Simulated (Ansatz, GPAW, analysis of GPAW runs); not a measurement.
# N2V- centre in diamond: hyperfine coupling, PBE (GPAW)

Aim: the hyperfine coupling of the N2V- centre in diamond, to be set beside the measurement. Set-up: PBE, plane waves 500 eV, 64-site cell, PBE lattice, k: the zone centre alone then 2x2x2 shifted, symmetric start, start relaxed with Ansatz. The model is a cell of 64 host atoms with 1 site emptied, N put on another atom's site and N put on another atom's site. The isotropic coupling follows from the spin density at the nucleus, the nuclear g-factor and the total spin. Another start tests whether the structure found is the lowest.

Measured beforehand: 15N, isotropic: 4.02 MHz, by EPR (“Electron paramagnetic resonance of the N2V− defect in 15N-doped synthetic diamond”, 2015, B. L. Green et al.). 13C, the two neighbours of the vacancy, isotropic: 240.7 MHz, by EPR (“Electron paramagnetic resonance of the N2V− defect in 15N-doped synthetic diamond”, 2015, B. L. Green et al.). The calculation is set beside it at the end.

Program: GPAW 26.7.0. Level of theory: GPAW plane-wave PAW DFT, PBE; relaxation of all atoms of a defect supercell. Results are calculated unless marked as measured.

## (1) Set-up

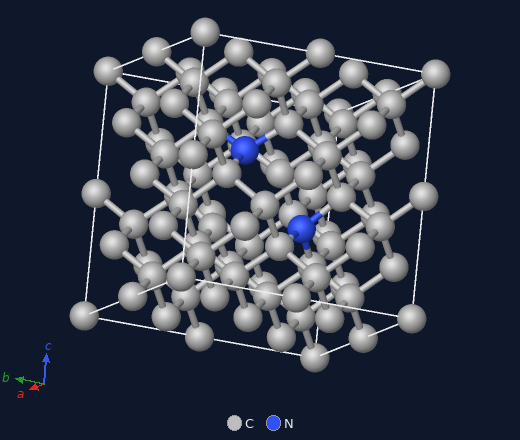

Start, viewed from a free direction; carbon light grey, nitrogen blue. Bonds to atoms that aren't drawn are left out. Some periodic images of atoms are drawn too.

The cell holds 63 atoms: 61 C and 2 N. Cell: a = 7.144 Å, b = 7.144 Å, c = 7.144 Å, α = 90.0°, β = 90.0°, γ = 90.0°. It derives from C (space group Fd-3m). Nearest the centre at fractional (0.375, 0.375, 0.375): C41 at 1.66 Å, C48 at 1.66 Å, N4 at 1.70 Å, N26 at 1.70 Å, C22 at 2.48 Å, C14 at 2.48 Å, C37 at 2.51 Å, C36 at 2.51 Å. The cell carries charge −1.

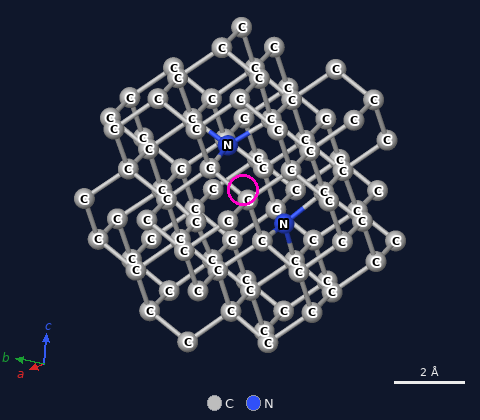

The atoms within 5 Å of the centre. A ring marks the centre wherever it is empty.

The host's primitive cell comes from a first run (GPAW plane-wave PAW DFT, PBE; relaxation of cell and atoms of a defect-free cell): vectors of 2.526, 2.526 and 2.526 Å. That is 5.70 Å³ an atom, 0.4 % over the diffraction cell's volume. The supercell is built on it.

This program's steps are dear, so the start below was first relaxed with Ansatz (plane-wave PAW DFT, PBE; 14 s).

## (2) Relaxation, charge −1

Every later number rests on the structure around the defect, so the atoms are relaxed at the host's lattice first.

Input file run.py:

```python
import numpy as np
from ase.io import read, write
from ase.parallel import parprint, world
from gpaw import GPAW, PW
from ase.optimize import BFGS

atoms = read('POSCAR')
magmoms = np.zeros(len(atoms))
magmoms[[3, 25, 40, 47]] = 1 / 4
atoms.set_initial_magnetic_moments(magmoms)
calc = GPAW(mode=PW(500),
            xc='PBE',
            kpts={'size': (1, 1, 1), 'gamma': True},
            charge=-1,
            occupations={'name': 'fermi-dirac', 'width': 0.01, 'fixmagmom': True},
            nbands=136,
            convergence={'density': 1e-05, 'forces': 0.001},
            maxiter=150,
            symmetry='off',
            txt='gpaw.txt')
atoms.calc = calc
opt = BFGS(atoms, trajectory='relax.traj', logfile='-')
done = opt.run(fmax=0.02, steps=80)
parprint('Converged:', done)
energy = atoms.get_potential_energy()
forces = atoms.get_forces()
parprint(f'Energy: {energy:.6f} eV, largest force {np.linalg.norm(forces, axis=1).max():.4f} eV/A')
calc.write('gs.gpw')
write('final.xyz', atoms)
parprint('Moments:', atoms.get_magnetic_moments().round(3))
for s in range(calc.get_number_of_spins()):
    parprint('Levels (eV), spin', s, calc.get_eigenvalues(kpt=0, spin=s)[-16:].round(3))
```

Input file POSCAR:

```
C  N  C  N  C 
 1.0000000000000000
     7.1439157092080041   -0.0000000000000009   -0.0000000000000000
     0.0000000000000004    7.1439157092080050   -0.0000000000000000
    -0.0000000000000004   -0.0000000000000018    7.1439157092080032
 C   N   C   N   C  
   3   1  21   1  37
Direct
 -0.0010894279160175 -0.0015614842947461  0.2499451055574323
 -0.0010894279160175  0.2499451055574323 -0.0015614842947461
  0.2504324163514359 -0.0015253404663677 -0.0015253404663677
  0.2377770719820312  0.2375673460807014  0.2375673460807014
  0.1258122237633242  0.1258638055435504  0.3689008354085559
  0.1258122237633242  0.3689008354085558  0.1258638055435504
  0.3694556723359307  0.1256007467326467  0.1256007467326467
  0.0004644074286559  0.0008041248686739  0.7491958751313260
  0.0029513443393698  0.2528367035265696  0.4971632964734305
  0.2516539389989829  0.0026522192510827  0.4974997644877061
  0.2516539389989829  0.2525002355122938  0.7473477807489172
  0.1252473970768651  0.1257497909283931  0.8730731233859633
  0.1258122237633242  0.3810991645914441  0.6241361944564497
  0.3774311597362504  0.1290676872585225  0.6209323127414776
  0.3752430301469304  0.3750000000000000  0.8750000000000000
  0.0029513443393698  0.4971632964734305  0.2528367035265696
  0.0004644074286559  0.7491958751313260  0.0008041248686739
  0.2516539389989829  0.4974997644877062  0.0026522192510827
  0.2516539389989829  0.7473477807489173  0.2525002355122938
  0.1258122237633242  0.6241361944564497  0.3810991645914441
  0.1252473970768651  0.8730731233859633  0.1257497909283931
  0.3774311597362504  0.6209323127414776  0.1290676872585225
  0.3752430301469304  0.8750000000000000  0.3750000000000000
 -0.0010894279160175  0.5000548944425678  0.7515614842947462
 -0.0010894279160175  0.7515614842947462  0.5000548944425678
  0.2377770719820312  0.5124326539192986  0.5124326539192986
  0.2504324163514359  0.7515253404663678  0.7515253404663678
  0.1252473970768651  0.6242502090716069  0.8769268766140367
  0.1252473970768651  0.8769268766140368  0.6242502090716069
  0.3694556723359307  0.6243992532673535  0.6243992532673535
  0.3752746756519644  0.8750000000000000  0.8750000000000000
  0.4981607422823519  0.0020530568544291  0.2513319686915031
  0.4981607422823519  0.2513319686915031  0.0020530568544291
  0.7492693928379400  0.0001536994576118  0.0001536994576118
  0.7495980272321958  0.2501240072814643  0.2501240072814643
  0.6244626241990443  0.1266294491809712  0.3769989548097795
  0.6244626241990443  0.3769989548097795  0.1266294491809712
  0.8741407794717573  0.1247796333632888  0.1247796333632888
  0.8748518869699159  0.3750000000000001  0.3750000000000000
  0.4993932745219101 -0.0003588472597005  0.7503588472597007
  0.5123188229245229  0.2420266318398625  0.5079733681601375
  0.7514579116302165 -0.0012335738248401  0.4988298391867977
  0.7514579116302165  0.2511701608132023  0.7512335738248400
  0.6241263005675144  0.1252630888926511  0.8757726010392286
  0.6244626241990443  0.3730010451902205  0.6233705508190289
  0.8764419347742949  0.1257874342295544  0.6242125657704457
  0.8754514403639934  0.3750000000000000  0.8750000000000000
  0.5123188229245229  0.5079733681601375  0.2420266318398624
  0.4993932745219101  0.7503588472597007 -0.0003588472597005
  0.7514579116302165  0.4988298391867978 -0.0012335738248401
  0.7514579116302165  0.7512335738248401  0.2511701608132023
  0.6244626241990443  0.6233705508190290  0.3730010451902205
  0.6241263005675144  0.8757726010392287  0.1252630888926511
  0.8764419347742949  0.6242125657704458  0.1257874342295544
  0.8754514403639934  0.8750000000000001  0.3750000000000000
  0.4981607422823519  0.4986680313084969  0.7479469431455710
  0.4981607422823519  0.7479469431455709  0.4986680313084969
  0.7495980272321958  0.4998759927185356  0.4998759927185356
  0.7492693928379400  0.7498463005423882  0.7498463005423882
  0.6241263005675144  0.6247369111073490  0.8742273989607714
  0.6241263005675144  0.8742273989607715  0.6247369111073490
  0.8741407794717573  0.6252203666367111  0.6252203666367111
  0.8748090460745529  0.8750000000000001  0.8750000000000000
```

Run with:

```sh
OMP_NUM_THREADS=1 mpirun -n 4 gpaw python run.py > stdout
```

What it wrote:

```text
__  _  _
 | _ |_)|_||  |
 |__||  | ||/\| - 26.7.0

Input parameters:
  mode=PW(ecut=500.0),
  charge=-1,
  convergence={'density': 1e-05, 'forces': 0.001},
  kpts=MonkhorstPack(size=(1, 1, 1), gamma=True),
  maxiter=150,
  nbands=136,
  occupations=Occupations(name='fermi-dirac', width=0.01, fixmagmom=True),
  symmetry=Symmetry(point_group=False, time_reversal=False),
  xc=XC(name='PBE')

Diagonalizing LCAO Hamiltonian
Converting LCAO to pw mode

                 C        C
            C  C     C C
         C   C C  C   C C
          C C   C C  C   C
          CC     C C      C
       C    CNC C    CCC
        C      C C    CCC
         CCC C    C C
          C N   C  C C   C
       C   C  C C  C  C
        C     C  C     C
           C        C

Atoms  # Å, Bohr magnetons
|    | symbol |         x |         y |         z |    initial magnetic moments |
|----|--------|-----------|-----------|-----------|-----------------------------|
|  0 |      C | -0.007783 | -0.011155 |  1.785587 | ( 0.0000,  0.0000,  0.0000) |
|  1 |      C | -0.007783 |  1.785587 | -0.011155 | ( 0.0000,  0.0000,  0.0000) |
|  2 |      C |  1.789068 | -0.010897 | -0.010897 | ( 0.0000,  0.0000,  0.0000) |
|  3 |      N |  1.698659 |  1.697161 |  1.697161 | ( 0.0000,  0.0000,  0.2500) |
|  4 |      C |  0.898792 |  0.899160 |  2.635396 | ( 0.0000,  0.0000,  0.0000) |
|  5 |      C |  0.898792 |  2.635396 |  0.899160 | ( 0.0000,  0.0000,  0.0000) |
|  6 |      C |  2.639360 |  0.897281 |  0.897281 | ( 0.0000,  0.0000,  0.0000) |
|  7 |      C |  0.003318 |  0.005745 |  5.352192 | ( 0.0000,  0.0000,  0.0000) |
|  8 |      C |  0.021084 |  1.806244 |  3.551693 | ( 0.0000,  0.0000,  0.0000) |
|  9 |      C |  1.797795 |  0.018947 |  3.554096 | ( 0.0000,  0.0000,  0.0000) |
| 10 |      C |  1.797795 |  1.803840 |  5.338990 | ( 0.0000,  0.0000,  0.0000) |
[...]
| 25 |      N |  1.698659 |  3.660776 |  3.660776 | ( 0.0000,  0.0000,  0.2500) |
[...]
Unit cell  # Å
| periodic |         x |         y |         z |  lengths |    angles |
|----------|-----------|-----------|-----------|----------|-----------|
|      yes |  7.143916 | -0.000000 | -0.000000 | 7.143916 | 90.000000 |
|      yes |  0.000000 |  7.143916 | -0.000000 | 7.143916 | 90.000000 |
|      yes | -0.000000 | -0.000000 |  7.143916 | 7.143916 | 90.000000 |

Number of symmetries: 1
Symmetry operations  # r_c * U_cc + t_c -> r_c
|   | kind |            matrix            |
|---|------|------------------------------|
| 0 |  E   |  1, 0, 0,  0, 1, 0,  0, 0, 1 |

BZ-sampling:
  Number of BZ points: 1
  Number of IBZ points: 1

  Monkhorst-Pack size: [1, 1, 1]
  Monkhorst-Pack shift: [0, 0, 0]

K-points  # in reciprocal-cell coordinates
|   |                                coordinates |     weight |
|---|--------------------------------------------|------------|
| 0 | (  0.00000000,   0.00000000,   0.00000000) | 1.00000000 |

Plane wave coefficients: 4586
Cutoff: 500.0 eV

Spin-components: 2 (collinear spins)
Bands:           136
Projectors:      315
Spin-degeneracy: 1
Datatype:        float64

Density:
  Valence electrons: 254.0
  Components: 2
  Grid points: [40 40 40]
  Charge: -1.0  # |e|

Potential:
  Grid points: [40 40 40]

species:
  C:
    name:    Carbon
    Z:       6.0
    valence: 4
    core:    2
    charge:  0.0  # [|e|]
    compensation charges:
      type: gauss
      rc: 0.20  # [Å]
      lmax: 2
    cutoffs:
      filter: 1.14  # [Å]
      core: 1.14  # [Å]
    projectors
    | kind |    occ | energy [eV] | rcut [Å] |
    |------|--------|-------------|----------|
    |   2s |  2.000 |     -13.751 |    0.635 |
    |   2p |  2.000 |      -5.284 |    0.635 |
    |    s |        |      13.461 |    0.635 |
    |    p |        |      21.927 |    0.635 |
    |    d |        |       0.000 |    0.635 |

    Using partial waves for C as LCAO basis

  N:
    name:    Nitrogen
    Z:       7.0
    valence: 5
    core:    2
    charge:  0.0  # [|e|]
    compensation charges:
      type: gauss
      rc: 0.18  # [Å]
      lmax: 2
    cutoffs:
      filter: 1.11  # [Å]
      core: 0.96  # [Å]
    projectors
    | kind |    occ | energy [eV] | rcut [Å] |
    |------|--------|-------------|----------|
    |   2s |  2.000 |     -18.583 |    0.603 |
    |   2p |  3.000 |      -7.089 |    0.529 |
    |    s |        |       8.629 |    0.603 |
    |    p |        |      20.123 |    0.529 |
    |    d |        |       0.000 |    0.577 |

    Using partial waves for N as LCAO basis

Reference energy: -65648.758053  # eV

eigensolver:
  PPCG
  Converge bands: occupied
  niter=2

density mixing:
  MSR1-Mixer
  Pratt-step length: 0.05
  Maximum mixing coefficient: 0.75
  Old densities: 10
  SVD Regularization: 0.005
  Good broyden scale: 1.0
  Trust region scale: 1.0
  Backstep threshold: 4.0
  History deletion threshold: 6.0
  Fourier metric: weight=20.0, sigma=0.015

occupation numbers:
  Fixed magnetic moment: 1.000
  Fermi-Dirac:
    width: 0.0100  # eV

poisson solver:
  ecut: 4000.0  # eV
  uniform background charge: -1.0  # electrons

xc functional:
  name: PBE with 2 nearest neighbor stencil

Initialization done in: 10.770 s

convergence criteria:
[...]
|---------|-|-------------|-------|-------|------|---------|
|iter:   1| | -545.405947c| -4.40 |       |      |  +0.9999|
|iter:   2| | -545.405737c| -5.92 | -3.52 |      |  +0.9999|
|iter:   3| | -545.405255c| -4.98 | -3.60 |      |  +0.9999|
|iter:   4| | -545.405232c| -6.12 | -4.01 |      |  +0.9999|
|iter:   5| | -545.405228c| -7.09 | -4.29 |      |  +1.0000|
|iter:   6| | -545.405228c| -7.64c| -4.59 |      |  +1.0000|
|iter:   7| | -545.405228c| -8.12c| -5.20c|-1.14 |  +1.0000|
|iter:   8| | -545.405228c| -8.71c| -5.60c|-3.01c|  +1.0000|

Converged in 8 steps
SCF loop duration: 13.632 s (1.704 s/step)
Energy contributions relative to reference atoms: (reference = -65648.758053)

Energy contributions:
  Kinetic:         538.170808
  Coulomb:        -473.154601
  Zero:              0.553948
  External:          0.000000
  Xc:             -610.975382
  Entropy:          -0.000000
  Spinorbit:         0.000000
  ----------------------------
  Free energy:    -545.405228
  Extrapolated:   -545.405228

dipole moment: (-3.176750, -3.062875, -3.062875)  # |e|*Ang

Total magnetic moment: (0.000000, 0.000000, 1.000000)

Local magnetic moments
|        x |        y |         z |
|----------|----------|-----------|
[...]
Fermi levels: 14.834, 14.418
Eigenvalues  # (at kpt = [0.000, 0.000, 0.000])
| band index |      eig [eV] | occ [0-1] |      eig [eV] | occ [0-1] |
|------------|---------------|-----------|---------------|-----------|
[...]
|        ... |               |           |               |           |
[...]
Gap: 1.060 eV
Transition (v -> c):
  (s=1, k=0, n=127, [0.00, 0.00, 0.00]) -> (s=0, k=0, n=128, [0.00, 0.00, 0.00])
No difference between direct/indirect transitions

Forces  # eV/Ang
|        x |        y |        z |
|----------|----------|----------|
[...]
C        C
            C  C     C C
         C   C C  C   C C
          C C   C C  C   C
          CC     C C      C
       C    CNC C    CCC
        C      C C    CCC
         CCC C    C C
          C N   C  C C   C
       C   C  C C  C  C
        C     C  C     C
           C        C

Atoms  # Å, Bohr magnetons
|    | symbol |         x |         y |         z |    initial magnetic moments |
|----|--------|-----------|-----------|-----------|-----------------------------|
[...]
|  3 |      N |  1.702350 |  1.700871 |  1.700871 | ( 0.0000,  0.0000,  0.0012) |
[...]
| 25 |      N |  1.702350 |  3.657066 |  3.657066 | ( 0.0000,  0.0000,  0.0012) |
[...]
| 58 |      C |  5.352749 |  5.356849 |  5.356849 | ( 0.0000,  0.0000,  0.0003) |
| 59 |      C |  4.458821 |  4.463006 |  6.245592 | ( 0.0000,  0.0000, -0.0009) |
| 60 |      C |  4.458821 |  6.245592 |  4.463006 | ( 0.0000,  0.0000, -0.0009) |
| 61 |      C |  6.244703 |  4.466544 |  4.466544 | ( 0.0000,  0.0000, -0.0009) |
| 62 |      C |  6.249596 |  6.250926 |  6.250926 | ( 0.0000,  0.0000,  0.0004) |

Unit cell  # Å
| periodic |         x |         y |         z |  lengths |    angles |
|----------|-----------|-----------|-----------|----------|-----------|
|      yes |  7.143916 | -0.000000 | -0.000000 | 7.143916 | 90.000000 |
|      yes |  0.000000 |  7.143916 | -0.000000 | 7.143916 | 90.000000 |
|      yes | -0.000000 | -0.000000 |  7.143916 | 7.143916 | 90.000000 |

Initialization done in: 1.047 s

convergence criteria:
- Maximum integral of absolute [dens]ity change: 1e-05 electrons / valence electron
- Maximum change in the atomic [forces] across last 2 cycles: 0.001 eV/Ang OR
Maximum error relative to the maximum force is below inf
- Maximum [total energy] change in last 3 cyles: 0.0005 eV / valence electron
- Maximum integral of absolute [eigenst]ate change: 4e-08 eV^2 / valence electron
maximum number of iterations: 150

SCF iterations
|iter     | |      energy | eigst |  dens |force |  magmom |
|---------|-|-------------|-------|-------|------|---------|
|iter:   1| | -545.405332c| -5.60 |       |      |  +1.0000|
|iter:   2| | -545.405323c| -7.12 | -4.12 |      |  +1.0000|
|iter:   3| | -545.405299c| -6.15 | -4.18 |      |  +1.0000|
|iter:   4| | -545.405299c| -7.50c| -4.57 |      |  +1.0000|
|iter:   5| | -545.405298c| -7.78c| -4.89 |      |  +1.0000|
|iter:   6| | -545.405298c| -8.33c| -5.37c|-1.77 |  +1.0000|
|iter:   7| | -545.405298c| -8.96c| -5.86c|-3.58c|  +1.0000|

Converged in 7 steps
SCF loop duration: 11.140 s (1.591 s/step)
Energy contributions relative to reference atoms: (reference = -65648.758053)

Energy contributions:
  Kinetic:         538.118242
  Coulomb:        -473.117587
  Zero:              0.553998
  External:          0.000000
  Xc:             -610.959951
  Entropy:          -0.000000
  Spinorbit:         0.000000
  ----------------------------
  Free energy:    -545.405298
  Extrapolated:   -545.405298

dipole moment: (-3.182556, -3.061665, -3.061665)  # |e|*Ang

Total magnetic moment: (0.000000, 0.000000, 1.000000)

Local magnetic moments
|        x |        y |         z |
|----------|----------|-----------|
[...]
Fermi levels: 14.834, 14.418
Eigenvalues  # (at kpt = [0.000, 0.000, 0.000])
| band index |      eig [eV] | occ [0-1] |      eig [eV] | occ [0-1] |
|------------|---------------|-----------|---------------|-----------|
[...]
|        ... |               |           |               |           |
[...]
|        131 |        16.123 |     0.000 |        16.128 |     0.000 |
|        132 |        16.185 |     0.000 |        16.198 |     0.000 |
|        133 |        16.210 |     0.000 |        16.252 |     0.000 |
|        134 |        16.398 |     0.000 |        16.409 |     0.000 |
|        135 |        16.598 |     0.000 |        16.608 |     0.000 |

Gap: 1.060 eV
Transition (v -> c):
  (s=1, k=0, n=127, [0.00, 0.00, 0.00]) -> (s=0, k=0, n=128, [0.00, 0.00, 0.00])
No difference between direct/indirect transitions

Forces  # eV/Ang
|        x |        y |        z |
|----------|----------|----------|
[...]
|  0.00031 |  0.00151 |  0.00151 |  # C   58
| -0.00011 |  0.00106 |  0.00202 |  # C   59
| -0.00011 |  0.00202 |  0.00106 |  # C   60
| -0.00058 | -0.00008 | -0.00008 |  # C   61
|  0.00069 |  0.00000 | -0.00000 |  # C   62

# Writing to gs.gpw (mode='')
```

Run time: 82 s. Hardware: 4 MPI ranks of Arm Neoverse V2, shared host; peak memory 1.5 GiB; 5.5 min of CPU time.

The steps of the relaxation:

```
step  energy less that of the first step (eV)
   0                                   0.0000
   1                                  -0.0010
   2                                  -0.0014
   3                                  -0.0015
```

Neighbours of the ideal centre at the end:

```
atom  distance (Å)
 C41         1.663
 C48         1.663
  N4         1.693
 N26         1.693
 C22         2.485
 C14         2.485
 C37         2.515
 C36         2.515
 C52         2.515
 C45         2.515
  C6         2.519
  C5         2.519
 C13         2.519
 C20         2.519
  C7         2.522
 C30         2.522
```

This step gave:

* total moment: 1.0000 μB

First to last step the energy falls by 0.001 eV; the largest move, 0.006 Å, is that of N26 and 1 other atom alike.

(Continued in part 2 of 2.)

[Logs are printed without paths, hosts, clocks, repeated set-up lines and the standing remarks that a program may print on its own settings, such as how far it seeks lower states.]

[Hosts, paths, dates, database ids (printed as entryN), source tags and the programs' standing remarks are cut or masked in the printed files.]

[For some hosts the program warned that the k-mesh of the response run may be too coarse for force constants and the static dielectric constant; such warnings are not shown here.]
